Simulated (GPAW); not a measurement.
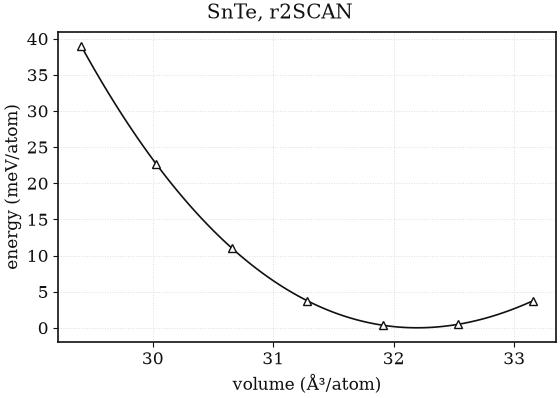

The picture above shows the energy against volume for SnTe, space group Fm-3m (No. 225).

Starting cell:
```cif
data_structure
_symmetry_space_group_name_H-M 'P 1'
_symmetry_Int_Tables_number 1
_cell_length_a 4.4560
_cell_length_b 4.4560
_cell_length_c 4.4560
_cell_angle_alpha 60.000
_cell_angle_beta 60.000
_cell_angle_gamma 60.000
_cell_volume 62.56
loop_
_atom_site_label
_atom_site_type_symbol
_atom_site_fract_x
_atom_site_fract_y
_atom_site_fract_z
_atom_site_occupancy
Te1 Te 0.50000 0.50000 0.50000 1
Sn1 Sn 0.00000 0.00000 0.00000 1
```

Computed with GPAW 26.7.0: PAW DFT in plane waves, on a grid or in atomic orbitals, no spin polarisation; energies at scaled volumes of the given cell, shape and fractions fixed, counted from the fit's minimum, third-order Birch-Murnaghan fit. Level: r2SCAN.

- k mesh: 7×7×7
- occupations: Fermi–Dirac
- smearing width: 0.05 eV
- potentials: GPAW PAW data sets (gpaw data 1.2.1)
- wave cutoff: 600 eV
- program settings: basis pw

From this curve and the settings, what does the calculation give for the pressure at the same points?

The pressure falls from 4.83 GPa at volume 29.40 Å³/atom to −1.24 GPa at 33.16 Å³/atom, and changes sign near 32.19 Å³/atom.

```json
{"volume (Å³/atom)": "29.40", "pressure (GPa)": "4.83"}
{"volume (Å³/atom)": "30.03", "pressure (GPa)": "3.54"}
{"volume (Å³/atom)": "30.66", "pressure (GPa)": "2.37"}
{"volume (Å³/atom)": "31.28", "pressure (GPa)": "1.32"}
{"volume (Å³/atom)": "31.91", "pressure (GPa)": "0.38"}
{"volume (Å³/atom)": "32.53", "pressure (GPa)": "-0.47"}
{"volume (Å³/atom)": "33.16", "pressure (GPa)": "-1.24"}
```
